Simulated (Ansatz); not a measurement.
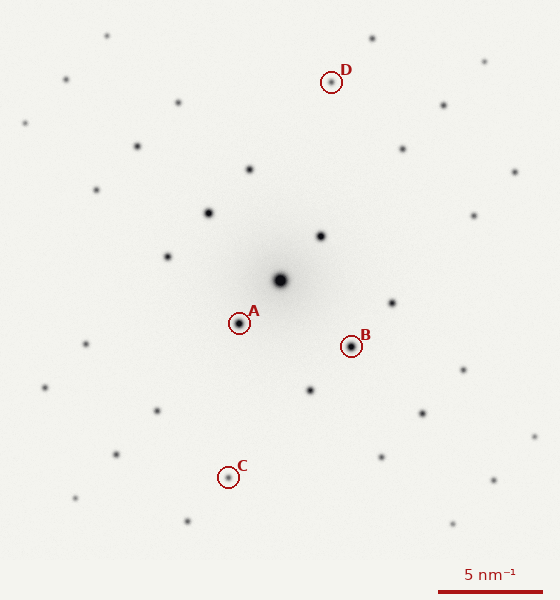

Simulated selected-area electron diffraction pattern (300 kV, kinematic approximation, thin crystal, B = 0.3 Å² for all atoms). The zone axis points towards the electron source and the pattern is seen from the source side.

Crystal: Ta, space group Fd-3m (No. 227), a = 6.00 Å. Structure: the input geometry of an electronic-structure calculation (not necessarily at equilibrium); the starting structure was generated, so it need not be a known form of this composition.

Spot A is indexed -1 1 1 and spot B 0 -2 2.

What are the indices of the remaining marked spots?

Answer. C = 3A + B = -3 1 5 (d = 1.015 Å). D = −3A − B = 3 -1 -5 (d = 1.015 Å).

Give [uvw].

Answer. The cross product of A and B is parallel to [211]; every spot obeys hu + kv + lw = 0.

What are the spacings of A and B and the angle between them?

Answer. d(A) = 3.467 Å, d(B) = 2.123 Å, and the angle is 90.0°.
